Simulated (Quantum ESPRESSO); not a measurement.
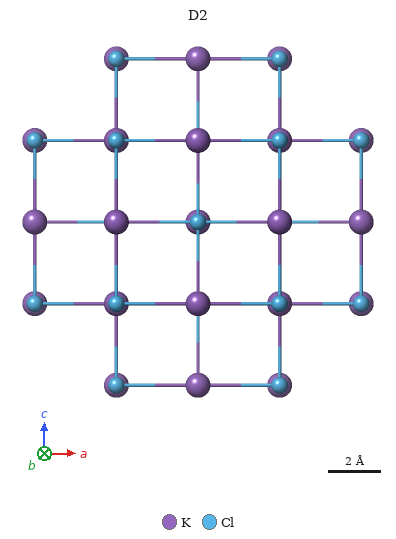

Solid KCl (set up in Fm-3m), relaxed (cell and atoms) with several dispersion corrections. The picture shows the result with D2. The picture is a ball-and-stick view of the conventional cell (4 times the calculation's cell), seen along the b axis. Lengths and directions refer to the drawn axes.

Computed with Quantum ESPRESSO 7.5: PBE, PseudoDojo 0.4.1 SR PBE standard. Settings: plane-wave cutoff 1007 eV; k-point mesh 7 × 7 × 7; occupations fermi-dirac; smearing width 0.05 eV; no spin polarisation.

| dispersion correction | volume (Å³/atom) | a (Å) |
| --- | --- | --- |
| D3M(BJ) | ? | ? |
| D2 | 31.904 | 6.343 |
| D3 | 32.651 | 6.392 |
| D3(BJ) | 30.869 | 6.274 |
| none | 32.450 | 6.379 |

Question: One row is withheld. What does the calculation give there?

Answer: With D3M(BJ) the volume is the smallest of the series, below D3(BJ) (30.869). The calculation gives 26.605 Å³/atom (a = 5.971 Å). In order of volume: D3M(BJ) < D3(BJ) < D2 < none < D3; the spread is 22.7 %.

Each member starts from this one structure; whether another phase lies lower wasn't checked.
